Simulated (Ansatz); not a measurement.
# Single-point calculation, with input and output: Pt (part 2 of 2)

Pt (Fm-3m, 27 atoms in the cell); DFT PBE, scalar-relativistic, plane waves, PAW, no spin polarisation (Ansatz 0.2.0); cutoff 420 eV, 4×4×4 k-mesh, Gaussian smearing of 0.1 eV. The structure derives from a Materials Project entry. It belongs to a series of runs on one base structure; here: the perfect crystal in a cell of 27 atoms.

### Log, continued
```
  k-point 1: bands = ["-76.0723", "-76.0603", "-76.0545", "-76.0545", "-76.0545", "-76.0505", "-76.0505", "-76.0505", "-76.0504", "-76.0504", ... 82 levels left out ..., "-30.1488", "-30.1488", "-30.1474", "-30.1474", "-30.1474", "-30.1408", "-30.1408", "-30.1408", "-30.1398", "-30.1398", "-30.1398", "-30.1226", "-30.1226", "-30.1204", "-30.0963", "-30.0963", "12.7255", "14.4511", "15.1905", "15.1905", "15.1905", "15.3100", "15.4616", "15.4616", "15.4616", "15.7546", "15.7546", "15.7546", "15.9396",
      "15.9396", "15.9396", "16.3769", "16.3769", "16.3769", "16.4579", "16.4579", "16.4579", "16.8318", "16.8318", "16.8318", "16.8958", "16.8958", "16.8958", "16.8958", "16.8958", "16.8958", "16.9681", "16.9681", "16.9681", "17.1529", "17.1529", "17.1529", "17.5912", "17.5912", "17.5912", "17.5912", "17.5912", "17.5912", "17.9197", "17.9197", "17.9197", "18.3817", "18.4399", "18.4399", "18.4399", "18.5462", "18.5462", "18.5462", "18.5980",
      "18.6199", "18.6199", "18.6199", "18.6199", "18.6199", "18.6199", "18.7123", "18.7123", "18.7123", "18.7213", "18.7213", "18.8132", "18.8132", "18.8600", "18.8600", "18.8600", "18.9748", "18.9748", "18.9748", "19.0659", "19.0659", "19.1608", "19.1608", "19.1608", "19.2694", "19.2694", "19.2694", "19.2742", "19.2742", "19.2742", "19.5016", "19.5016", "19.5016", "19.9433", "19.9433", "19.9433", "20.3864", "20.3864", "20.3864", "20.3864",
      "20.3864", "20.3864", "20.4425", "20.4425", "20.4425", "20.5439", "20.5439", "20.5439", "20.6925", "20.6925", "20.8345", "20.9073", "20.9073", "20.9073", "20.9209", "20.9209", "21.2622", "21.2622", "21.2622", "21.2705", "21.2705", "21.2705", "21.3609", "21.3609", "21.3609", "21.3613", "21.3613", "21.3613", "21.4239", "21.4239", "21.4239", "21.6773", "21.6773", "21.6773", "21.8372", "21.8372", "21.8372", "21.9569", "21.9569", "21.9569",
      "21.9569", "21.9569", "21.9569", "22.0882", "22.0882", "22.2170", "22.2170", "22.2170", "22.3100", "22.3100", "22.3100", "22.5249", "22.5249", "22.5249", "22.8451", "22.8451", "22.8451", "25.2983", "25.2983", "25.2983", "26.8730", "26.8730", "26.8730", "26.8730", "26.8730", "26.8730", "27.8296", "27.8296", "27.8296", "28.3446", "28.3446", "28.3446", "29.3920", "29.4957", "29.4957", "29.4957", "29.4957", "29.4957", "29.4957", "30.6473",
      "30.6473", "30.6473", "31.3988", "31.3988", "31.3988", "32.8907", "32.8907", "32.8907", "33.0640", "33.0640", "33.0640"]
  k-point 2: bands = ["-76.0672", "-76.0672", "-76.0534", "-76.0534", "-76.0534", "-76.0534", "-76.0534", "-76.0534", "-76.0465", "-76.0465", ... 82 levels left out ..., "-30.1662", "-30.1662", "-30.1662", "-30.1662", "-30.1530", "-30.1530", "-30.1530", "-30.1530", "-30.1530", "-30.1530", "-30.1528", "-30.1528", "-30.1074", "-30.1074", "-30.1074", "-30.1074", "13.4728", "13.4728", "15.3213", "15.5071", "15.5071", "15.5071", "15.5071", "15.5071", "15.5071", "16.1140", "16.1140", "16.1140", "16.1140",
      "16.1140", "16.1140", "16.1427", "16.1427", "16.1427", "16.1427", "16.1427", "16.1427", "16.6709", "16.6709", "16.6709", "16.6709", "16.6709", "16.6709", "17.2159", "17.2159", "17.2159", "17.2159", "17.2159", "17.2159", "17.3320", "17.3320", "17.3320", "17.3320", "17.3320", "17.3320", "17.5874", "17.5874", "17.5874", "17.5874", "17.5874", "17.5874", "18.2962", "18.2962", "18.2962", "18.2962", "18.2962", "18.2962", "18.3725", "18.3725",
      "18.4544", "18.4544", "18.4544", "18.4544", "18.4544", "18.4544", "18.6516", "18.6516", "18.8160", "18.8160", "18.8160", "18.8160", "18.8160", "18.8160", "18.9324", "18.9324", "18.9324", "18.9324", "18.9324", "18.9324", "19.0220", "19.0220", "19.0220", "19.0220", "19.3582", "19.3582", "19.3582", "19.3582", "19.3582", "19.3582", "19.7383", "19.7383", "19.7383", "19.7383", "19.7383", "19.7383", "20.0564", "20.0564", "20.0564", "20.0564",
      "20.0564", "20.0564", "20.3064", "20.3064", "20.3064", "20.3064", "20.3064", "20.3064", "20.6517", "20.6517", "20.6517", "20.6517", "21.2005", "21.2005", "21.2005", "21.2005", "21.2005", "21.2005", "21.2850", "21.2850", "21.2850", "21.2850", "21.2850", "21.2850", "21.2959", "21.2959", "21.2959", "21.2959", "21.2959", "21.2959", "21.7973", "21.7973", "21.7973", "21.7973", "21.7973", "21.7973", "21.9408", "22.1650", "22.1650", "22.1650",
      "22.1650", "22.1650", "22.1650", "22.3261", "22.3261", "22.5226", "22.5226", "22.5226", "22.5226", "22.5226", "22.5226", "23.9568", "23.9568", "23.9568", "23.9568", "23.9568", "23.9568", "25.2444", "25.2444", "25.2444", "25.2444", "25.2444", "25.2444", "27.7144", "27.7144", "27.7144", "27.7144", "27.7144", "27.7144", "27.8618", "28.2040", "28.2040", "28.2040", "28.2040", "28.2040", "28.2040", "30.5777", "30.5777", "30.5777", "30.5777",
      "30.5777", "30.5777", "30.7232", "30.7232", "30.7232", "30.7232", "30.7232", "30.7232", "34.2556", "34.2556", "34.2556"]
  k-point 7: bands = ["-76.0631", "-76.0631", "-76.0631", "-76.0631", "-76.0511", "-76.0511", "-76.0511", "-76.0511", "-76.0442", "-76.0442", ... 82 levels left out ..., "-30.1687", "-30.1687", "-30.1687", "-30.1687", "-30.1448", "-30.1448", "-30.1448", "-30.1448", "-30.1434", "-30.1434", "-30.1434", "-30.1434", "-30.1182", "-30.1182", "-30.1182", "-30.1182", "14.1194", "14.1194", "14.1194", "14.1194", "15.8471", "15.8471", "15.9269", "15.9269", "15.9269", "15.9269", "16.0540", "16.0540", "16.0540",
      "16.0540", "16.2496", "16.2496", "16.4191", "16.4191", "16.4191", "16.4191", "16.4191", "16.4191", "16.4191", "16.4191", "16.6650", "16.6650", "16.6650", "16.6650", "16.9417", "17.0063", "17.0063", "17.0063", "17.0063", "17.6261", "17.6261", "17.6261", "17.6261", "17.7696", "17.7696", "17.7696", "17.7696", "17.7696", "17.7696", "17.7696", "17.7696", "17.9469", "17.9469", "17.9469", "17.9469", "17.9860", "17.9860", "18.1858", "18.1858",
      "18.1858", "18.1858", "18.4603", "18.4603", "18.4603", "18.4603", "18.4603", "18.4603", "18.4603", "18.4603", "18.5244", "18.5244", "18.5244", "18.5244", "18.9121", "18.9121", "18.9121", "18.9121", "19.1686", "19.1686", "19.1686", "19.1686", "19.2023", "19.2023", "19.2023", "19.2023", "19.4406", "19.4406", "19.4406", "19.4406", "19.8521", "19.8521", "19.8521", "19.8521", "20.0439", "20.0439", "20.0439", "20.0439", "20.0439", "20.0439",
      "20.0439", "20.0439", "20.1057", "20.1057", "20.1057", "20.1057", "20.1409", "20.1409", "20.1409", "20.1409", "20.3353", "20.3353", "20.3353", "20.3353", "20.4080", "21.1164", "21.1164", "21.1164", "21.1164", "21.1997", "21.1997", "21.1997", "21.1997", "21.2207", "21.2207", "21.9136", "21.9136", "22.0629", "22.0629", "22.0629", "22.0629", "22.0629", "22.0629", "22.0629", "22.0629", "22.2122", "22.2122", "22.2122", "22.2122", "22.3044",
      "22.3044", "22.3044", "22.3044", "22.7530", "22.7530", "22.7555", "22.8861", "22.8861", "22.8861", "22.8861", "24.2946", "24.2946", "24.2946", "24.2946", "24.2946", "24.2946", "24.2946", "24.2946", "25.0406", "25.0406", "25.0406", "25.0406", "25.8515", "25.8515", "26.1660", "26.1660", "26.1660", "26.1660", "27.6827", "27.6827", "27.6827", "27.6827", "29.1614", "30.1919", "30.1919", "30.3845", "30.3845", "30.6472", "30.6472", "30.6472",
      "30.6472", "30.6472", "30.6472", "30.6472", "30.6472", "31.0820", "31.0820", "31.0820", "31.0820", "32.9102", "32.9102"]
```

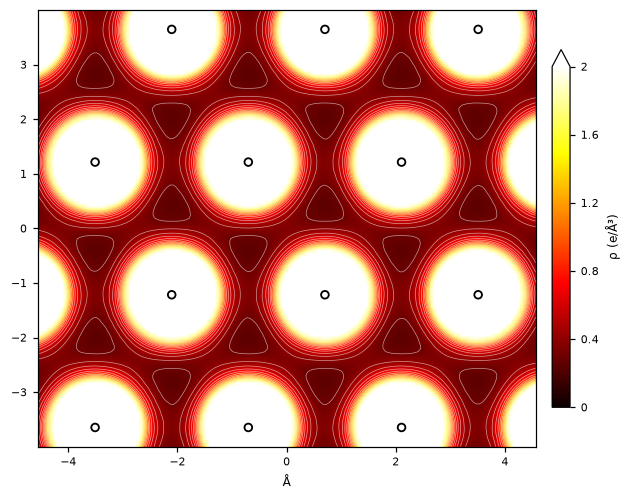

Valence pseudo-density on the (100) plane of the calculation cell. Circles mark the nuclei in the plane (Pt). The section cuts through Pt sites. Pt–Pt (2.81 Å): ρ is about 0.35 e/Å³ halfway. Away from the nuclei the density in this plane falls to 0.25 e/Å³ at its lowest. Core electrons are frozen (PAW), so the fields are smoothed inside the atomic spheres.

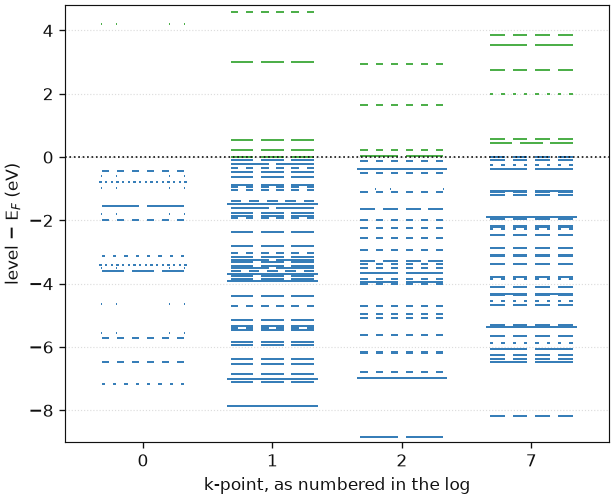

Kohn–Sham levels near the Fermi level (dotted) at the few k-points that the log prints; levels within 0.02 eV of each other stand side by side. The system is metallic on the full mesh.
